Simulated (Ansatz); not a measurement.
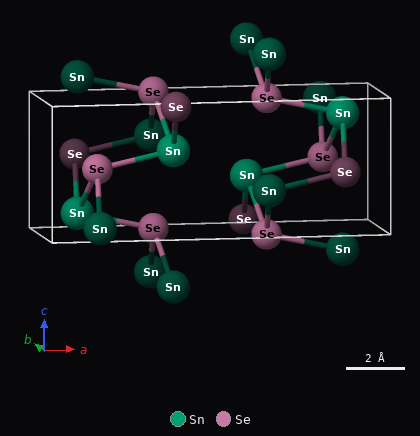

Figure 1. The input geometry (ball-and-stick view of the cell of the calculation, seen slightly off an axis; neighbours outside the cell are drawn fainter). An atom can appear more than once, as a periodic image.

Run report: SnSe, band-structure calculation

SnSe (Pnma, 8 atoms in the cell), computed with DFT, r2SCAN, plane waves, PAW, no spin polarisation (Ansatz 0.2.0).

The structure derives from a Materials Project entry. The geometry comes from this level: r2SCAN (a point of a series of strains). It belongs to a series of runs on one base structure; here: hydrostatic strain +2.0%.

## Output
```
scf.n_extra_bands = 6 over 60 filled bands (N_el = 120.0): the run solves 66 bands
Engine: ansatz 0.2.0, x86_64-unknown-linux-gnu
Pseudopotentials: kind: paw
Pseudopotential: Sn, paw, valence charge 14, recommended cutoff 500 eV (meta_gga), Sn.paw.azcp
Pseudopotential: Se, paw, valence charge 16, recommended cutoff 500 eV (meta_gga), Se.paw.azcp
Functional definition: r2SCAN
  parameter k0 = 0.174
  parameter k1 = 0.065
  parameter a1 = 4.9479
  exchange = r2scan_x(k0 = k0, k1 = k1, a1 = a1)
  correlation = r2scan_c
Crystal: 8 atoms, lattice volume = 241.174 Å³
Basis set: ecut = 500 eV, 6121 PW (Γ), exchange–correlation on 360×128×144 points (64 copies of the dense FFT grid, shifted against one another)
Bands: 66, of which v1, the nominal top of the filled ones, is band 60 counted from 1 (59 counted from 0)
Symmetry: 8 space group operations
Space group: Pnma (ITA 62), of the structure as read, at distance tolerance 6.2e-5 Å
k-points: 32 of 72
Non-local potential: Sn, projectors of the file, l = 0: 2, l = 1: 2, l = 2: 2, l = 3: 2
Non-local potential: Se, projectors of the file, l = 0: 2, l = 1: 2, l = 2: 3, l = 3: 1
PAW form: soft (Blöchl's): semilocal exchange-correlation on the pseudo side does not see the compensation charge
PAW frozen core: Sn, regenerated for the run's functional (the file was generated under x = pbe(κ = 0.804, μ = 0.2195149727645171), c = pbe(β = 0.06672455060314922))
PAW frozen core: Se, regenerated for the run's functional (the file was generated under x = pbe(κ = 0.804, μ = 0.2195149727645171), c = pbe(β = 0.06672455060314922))
PAW one-centre angular grid: Sn, 590 points (default); XC on 249 of its mesh's 2787 points in the sphere
PAW one-centre angular grid: Se, 590 points (default); XC on 160 Gauss nodes
Initial density: superposition of atomic densities (neutral atoms: chi_scale 0, normalization atom), corrected by the library's trained network
Initial wavefunctions: pseudopotential atomic-orbital guess
Functional: x = r2scan, c = r2scan; τ floored in thin density (d = 2e-4 eV/Å³)
SCF iter   1: F=—  HF=-46070.612369 eV  |F-HF|=—  |Δ(HF+E_count)|=         —  Δρ=5.11e-3  dr2=6.94e-2  dr2_τ=1.48e-2  ethr=1.77e-3  ⟨swp⟩=5.0  Hψ=6902  notcnv=0  defer=103
preconditioner: auto → Resta (q_TF=auto, 2.429 Å⁻¹)  ε∞=4.5  [insulator: Δε(μ)=1.314 eV  Ē_g=8.039 eV  n_scr=56 (ndim 8)  ℏωp=15.1 eV  f_vac=0.014  ε∞_Penn≈4.5]
SCF iter   2: F=—  HF=-46070.634052 eV  |F-HF|=—  |Δ(HF+E_count)|=   2.17e-2  Δρ=2.53e-3  dr2=1.78e-2  dr2_τ=3.95e-4  ethr=5.79e-5  ⟨swp⟩=3.0  Hψ=4552  notcnv=0  defer=120
SCF iter   3: F=—  HF=-46070.634784 eV  |F-HF|=—  |Δ(HF+E_count)|=   7.32e-4  Δρ=9.11e-4  dr2=2.02e-3  dr2_τ=4.09e-5  ethr=1.48e-5  ⟨swp⟩=3.1  Hψ=3384  notcnv=0  defer=120
SCF iter   4: F=—  HF=-46070.635084 eV  |F-HF|=—  |Δ(HF+E_count)|=   3.00e-4  Δρ=2.21e-4  dr2=1.24e-4  dr2_τ=3.53e-6  ethr=1.68e-6  ⟨swp⟩=3.0  Hψ=4016  notcnv=0  defer=120
SCF iter   5: F=—  HF=-46070.635144 eV  |F-HF|=—  |Δ(HF+E_count)|=   6.08e-5  Δρ=8.18e-5  dr2=1.75e-5  dr2_τ=6.89e-7  ethr=1.04e-7  ⟨swp⟩=2.0  Hψ=3324  notcnv=0  defer=73
SCF iter   6: F=—  HF=-46070.635182 eV  |F-HF|=—  |Δ(HF+E_count)|=   3.73e-5  Δρ=2.49e-5  dr2=1.67e-6  dr2_τ=3.25e-8  ethr=1.46e-8  ⟨swp⟩=2.0  Hψ=3332  notcnv=0  defer=60
SCF iter   7: F=-46070.635183 eV  HF=-46070.635183 eV  |F-HF|=6.01e-8  |Δ(HF+E_count)|=   1.41e-6  Δρ=6.47e-6  dr2=9.43e-8  dr2_τ=3.03e-9  ethr=8.33e-11  ⟨swp⟩=14.2  Hψ=17372  notcnv=0
SCF 1 converged in 7 iterations: F = -46070.635183 eV  dr2 = 9.43e-8
  greatest PAW one-centre occupation: 1.000 electrons in one spin orbital (limit 2), on the Se atom at site 6 (counted from 0), in its partial waves of l = 2
NSCF: frozen V_eff on 11 k-points
SCF converged after 7 iterations
Free energy (F): -46070.635183 eV
Harris-Foulkes:  -46070.635183 eV  (|F-HF|=6.01e-8)
Internal energy: -46070.635183 eV  (E = F + TS)
E sigma→0 (E₀):  -46070.635183 eV
Fermi energy:    6.995473 eV
--- Per-component energies (eV) ---
  E_band       = -2150.888807
  E_kinetic    = 1211.594763
  E_local      = -14460.241067  (includes V_loc(G=0)·N_el)
  E_nonlocal   = -2514.432436
  E_hartree    = 7507.179673
  E_xc         = -1892.888194
  E_vxc        = -840.102328  (∫ρ·V_xc dr)
  E_paw        = -24325.318864  (= ΣΔE_a)
  E_vpaw       = -609.081897  (= ΣTr[D̂ρ^β])
  E_aug_tail   = -0.000835  (compensation charges beyond the density's cutoff)
  E_vtau       = 47.023067  (kinetic-family band-sum trace: ∫τ·v_τ [+ j·A + Jᵃ·Aᵃ] dr)
  E_ewald      = -11592.410422
  E_core_change = -4.117802  (= ΣΔE_core)
  E_smearing   = -0.000000  (= −TS)
  E_closure    = 0.000000  (closes the sum)
  Σ components = -46070.635183   (vs F -46070.635183, Δ=0.00e0)
--- Forces (eV/Å), atoms counted from 1 ---
  atom   1  Sn     0.00482649     0.00000000     0.00377946
  atom   2  Sn    -0.00482649     0.00000000     0.00377946
  atom   3  Sn    -0.00482649     0.00000000    -0.00377946
  atom   4  Sn     0.00482649     0.00000000    -0.00377946
  atom   5  Se     0.00389471     0.00000000     0.00405026
  atom   6  Se     0.00389471     0.00000000    -0.00405026
  atom   7  Se    -0.00389471     0.00000000     0.00405026
  atom   8  Se    -0.00389471     0.00000000    -0.00405026
  max |Σ_I F_I| component: 8.67e-19 eV/Å
--- Stress (GPa, compression-positive) ---
       -0.900794      -0.000000       0.000000
       -0.000000      -1.790347      -0.000000
        0.000000      -0.000000      -1.060872
  P = ⅓ Tr σ = -1.2507 GPa (-12.507 kbar)
--- Band table (eV; the first three rows and the last of 32) ---
  k-point 0: bands = ["-40.9029", "-40.9029", "-40.9029", "-40.9029", "-40.9016", "-40.9016", "-40.9015", "-40.9015", "-40.8648", "-40.8648", "-40.8647", "-40.8646", "-40.8618", "-40.8618", "-40.8618", "-40.8617", "-40.8492", "-40.8491", "-40.8490", "-40.8489", "-14.7922", "-14.7871", "-14.7784", "-14.7778", "-14.7765", "-14.7756", "-14.7743", "-14.7723", "-14.7483", "-14.7482", "-14.7350", "-14.7334", "-14.7333", "-14.7266", "-14.7113", "-14.7110", "-14.7086", "-14.7047", "-14.7044", "-14.7019", "-6.7429", "-6.5495", "-5.7406", "-5.4777", "0.0000", "0.6798", "1.8437", "2.1808", "2.6503", "3.9323", "4.0744", "4.0854", "4.2475", "4.3648", "5.1599", "5.4420", "5.5496", "6.2457", "6.4918", "6.8833", "8.5010", "9.9517", "10.0202", "10.0231", "10.3653", "10.8148"]
  k-point 1: bands = ["-40.9029", "-40.9029", "-40.9029", "-40.9029", "-40.9016", "-40.9016", "-40.9015", "-40.9015", "-40.8648", "-40.8647", "-40.8647", "-40.8647", "-40.8618", "-40.8618", "-40.8618", "-40.8617", "-40.8492", "-40.8491", "-40.8490", "-40.8490", "-14.7910", "-14.7862", "-14.7787", "-14.7784", "-14.7765", "-14.7762", "-14.7752", "-14.7729", "-14.7468", "-14.7461", "-14.7351", "-14.7337", "-14.7329", "-14.7271", "-14.7108", "-14.7107", "-14.7084", "-14.7051", "-14.7049", "-14.7026", "-6.6547", "-6.4660", "-5.7675", "-5.5257", "-0.2142", "0.5747", "1.2560", "1.7847", "2.8200", "4.1784", "4.2046", "4.4826", "4.6013", "4.6267", "5.1933", "5.5438", "5.7717", "6.1557", "6.5908", "6.8153", "8.6502", "9.2726", "9.9642", "9.9945", "10.2106", "10.3717"]
  k-point 2: bands = ["-40.9029", "-40.9029", "-40.9029", "-40.9029", "-40.9016", "-40.9016", "-40.9015", "-40.9015", "-40.8648", "-40.8647", "-40.8647", "-40.8647", "-40.8618", "-40.8618", "-40.8618", "-40.8617", "-40.8491", "-40.8491", "-40.8490", "-40.8490", "-14.7878", "-14.7840", "-14.7804", "-14.7792", "-14.7780", "-14.7772", "-14.7764", "-14.7743", "-14.7427", "-14.7419", "-14.7358", "-14.7352", "-14.7316", "-14.7282", "-14.7096", "-14.7095", "-14.7076", "-14.7063", "-14.7061", "-14.7044", "-6.4182", "-6.2402", "-5.8823", "-5.6833", "-0.4542", "0.3335", "0.4409", "1.1111", "3.2608", "4.4912", "4.5527", "4.7942", "5.1952", "5.2163", "5.2838", "5.4488", "5.8357", "6.6037", "6.6305", "6.9955", "8.5067", "9.0063", "9.1995", "9.5267", "9.8006", "10.0615"]
  k-point 31: bands = ["-40.9029", "-40.9029", "-40.9029", "-40.9029", "-40.9014", "-40.9014", "-40.9014", "-40.9014", "-40.8647", "-40.8647", "-40.8647", "-40.8647", "-40.8618", "-40.8618", "-40.8618", "-40.8618", "-40.8490", "-40.8490", "-40.8490", "-40.8490", "-14.7939", "-14.7939", "-14.7939", "-14.7939", "-14.7658", "-14.7658", "-14.7658", "-14.7658", "-14.7397", "-14.7397", "-14.7397", "-14.7397", "-14.7246", "-14.7246", "-14.7246", "-14.7246", "-14.6991", "-14.6991", "-14.6991", "-14.6991", "-5.6512", "-5.6512", "-5.6512", "-5.6512", "0.3251", "0.3251", "0.3251", "0.3251", "3.1562", "3.1562", "3.1562", "3.1562", "3.7649", "3.7649", "3.7649", "3.7649", "5.8235", "5.8235", "5.8235", "5.8235", "10.0631", "10.0631", "10.0631", "10.0631", "11.6827", "11.6827"]
```

## File rho_z.tsv
```
# z_ang	rho[e/angstrom^3]
# format = ansatz-planar-average/11
# lattice	11.974043087	0.000000000	0.000000000
# lattice	0.000000000	4.212063303	0.000000000
# lattice	0.000000000	0.000000000	4.781844745
# sites	8
# site	50	7.483627499	3.159047477	1.784324040
# site	50	10.477437131	1.053015826	4.175246413
# site	50	4.490415588	1.053015826	2.997520704
# site	50	1.496605956	3.159047477	0.606598332
# site	34	1.801037991	1.053015826	2.410171238
# site	34	7.788059534	1.053015826	4.762595879
# site	34	4.185983553	3.159047477	0.019248866
# site	34	10.173005096	3.159047477	2.371673507
0.000000	9.376743e-1
0.132829	8.600087e-1
0.265658	6.959789e-1
0.398487	5.559088e-1
0.531316	4.718059e-1
0.664145	4.134715e-1
0.796974	3.546230e-1
0.929803	2.944677e-1
1.062632	2.477988e-1
1.195461	2.303741e-1
1.328290	2.477988e-1
1.461119	2.944677e-1
1.593948	3.546230e-1
1.726777	4.134715e-1
1.859606	4.718059e-1
1.992435	5.559088e-1
2.125264	6.959789e-1
2.258093	8.600087e-1
2.390922	9.376743e-1
2.523751	8.600087e-1
2.656580	6.959789e-1
2.789409	5.559088e-1
2.922238	4.718059e-1
3.055067	4.134715e-1
3.187896	3.546230e-1
3.320726	2.944677e-1
3.453555	2.477988e-1
3.586384	2.303741e-1
3.719213	2.477988e-1
3.852042	2.944677e-1
3.984871	3.546230e-1
4.117700	4.134715e-1
4.250529	4.718059e-1
4.383358	5.559088e-1
4.516187	6.959789e-1
4.649016	8.600087e-1
```

## File v_z.tsv
```
# z_ang	v_es[eV]	v_tot[eV]
# format = ansatz-planar-average/11
# xc	r2scan
# density_cutoff_ev	2000
# datasets	Sn=:simpson_from_first_knot:soft:shift=0	Se=:simpson_from_first_knot:soft:shift=0
# lattice	11.974043087	0.000000000	0.000000000
# lattice	0.000000000	4.212063303	0.000000000
# lattice	0.000000000	0.000000000	4.781844745
# sites	8
# site	50	7.483627499	3.159047477	1.784324040
# site	50	10.477437131	1.053015826	4.175246413
# site	50	4.490415588	1.053015826	2.997520704
# site	50	1.496605956	3.159047477	0.606598332
# site	34	1.801037991	1.053015826	2.410171238
# site	34	7.788059534	1.053015826	4.762595879
# site	34	4.185983553	3.159047477	0.019248866
# site	34	10.173005096	3.159047477	2.371673507
0.000000	4.983810e0	-5.336998e0
0.132829	5.156440e0	-5.157907e0
0.265658	5.602834e0	-4.686264e0
0.398487	6.148660e0	-4.047444e0
0.531316	6.636597e0	-3.366211e0
0.664145	7.037897e0	-2.685005e0
0.796974	7.345380e0	-2.053331e0
0.929803	7.482076e0	-1.617973e0
1.062632	7.437256e0	-1.456568e0
1.195461	7.378890e0	-1.443995e0
1.328290	7.437256e0	-1.456568e0
1.461119	7.482076e0	-1.617973e0
1.593948	7.345380e0	-2.053331e0
1.726777	7.037897e0	-2.685005e0
1.859606	6.636597e0	-3.366211e0
1.992435	6.148660e0	-4.047444e0
2.125264	5.602834e0	-4.686264e0
2.258093	5.156440e0	-5.157907e0
2.390922	4.983810e0	-5.336998e0
2.523751	5.156440e0	-5.157907e0
2.656580	5.602834e0	-4.686264e0
2.789409	6.148660e0	-4.047444e0
2.922238	6.636597e0	-3.366211e0
3.055067	7.037897e0	-2.685005e0
3.187896	7.345380e0	-2.053331e0
3.320726	7.482076e0	-1.617973e0
3.453555	7.437256e0	-1.456568e0
3.586384	7.378890e0	-1.443995e0
3.719213	7.437256e0	-1.456568e0
3.852042	7.482076e0	-1.617973e0
3.984871	7.345380e0	-2.053331e0
4.117700	7.037897e0	-2.685005e0
4.250529	6.636597e0	-3.366211e0
4.383358	6.148660e0	-4.047444e0
4.516187	5.602834e0	-4.686264e0
4.649016	5.156440e0	-5.157907e0
```

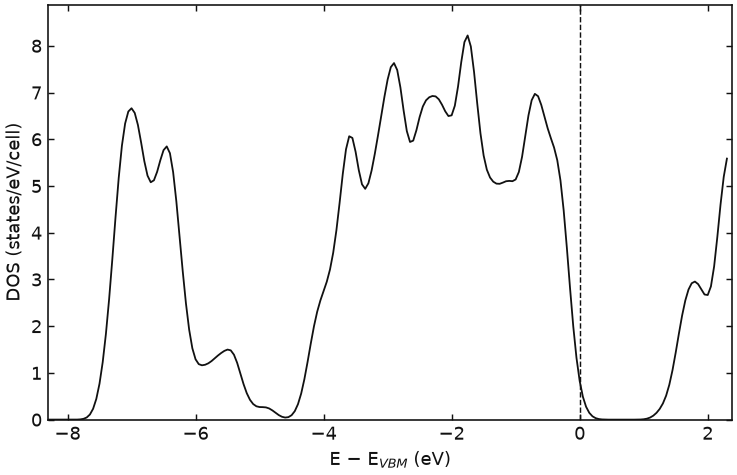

Figure 2. Density of states (the curve is built from the levels of the k mesh with Gaussians 0.3 eV wide, which also blur the band edges), with energies from the valence-band top. There is a gap of 1.31 eV on the k-point mesh. The curves stop near 2.3 eV above the Fermi level, where the computed bands end. Small ripples come from the finite k-point mesh.

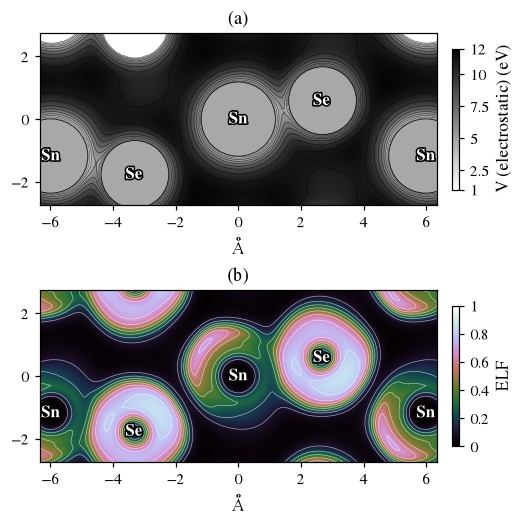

Figure 3. (a) electrostatic potential energy of an electron; (b) electron localisation function on the (010) plane of the conventional cell. Grey discs, where drawn, cover atomic cores. Atoms in the plane: Sn and Se. Sn–Se (2.75 Å): the ELF is about 0.55 at the midpoint. Outside the cores the potential energy rises away from the atoms and is highest about 2.3 Å from the nearest atoms; outside the discs it spans about 11 eV, and its zero is arbitrary. Core electrons are frozen (PAW), so the fields are smoothed inside the atomic spheres.

The run was set up as follows.

## Input
```yaml
crystal:
  lattice:
    - [11.9740430865, 0.0, 0.0]
    - [0.0, 4.2120633032, 0.0]
    - [0.0, 0.0, 4.7818447447]
  atoms:
    - { symbol: Sn, position: [0.6249875205, 0.75, 0.3731455402] }
    - { symbol: Sn, position: [0.8750124795, 0.25, 0.8731455402] }
    - { symbol: Sn, position: [0.3750124795, 0.25, 0.6268544598] }
    - { symbol: Sn, position: [0.1249875205, 0.75, 0.1268544598] }
    - { symbol: Se, position: [0.1504118515, 0.25, 0.5040254058] }
    - { symbol: Se, position: [0.6504118515, 0.25, 0.9959745942] }
    - { symbol: Se, position: [0.3495881485, 0.75, 0.0040254058] }
    - { symbol: Se, position: [0.8495881485, 0.75, 0.4959745942] }
kpoints:
  mp_grid: { grid: [2, 6, 6] }
  band_path:
    path:
      - [0.0, 0.0, 0.0]
      - [0.5, 0.0, 0.0]
      - [0.5, 0.5, 0.0]
      - [0.0, 0.5, 0.0]
      - [0.0, 0.0, 0.5]
      - [0.5, 0.0, 0.5]
      - [0.5, 0.5, 0.5]
      - [0.0, 0.5, 0.5]
      - [0.0, 0.3333333333, 0.0]
      - [0.0, 0.0, 0.320313]
      - [0.0, 0.356771, 0.0]
    npoints: 1
hamiltonian:
  xc: r2scan
scf:
  occupations: { method: fixed }
  n_extra_bands: 6
output:
  forces: true
  stress: true
  eigenvalues: true
  write_density: true
  write_potential: true
  elf: true
  volumetric_format: npy
```

Command:
```bash
ansatz run input.yaml --threads 2 --pin off --max-ram 20275MiB --backend cpu --events-out ev --progress --plain --runs-dir out
```

## Summary

| quantity | value |
| --- | --- |
| outcome | converged |
| space group (tolerance 0.01 Å) | Pnma (62) |
| electrons treated | 120 |
| free energy | −46070.6352 eV |
| Fermi energy | 6.995 eV |
| gap on the k-point mesh | 1.31 eV |
| pressure | −1.25 GPa |
| largest force (length of the vector) | 0.006 eV/Å |
| hardware | 2 threads of AMD EPYC (Zen 3), 144 GiB of memory available, shared host |
| wall time | 27 s (CPU time 55 s) |
| peak memory | 1.4 GiB |
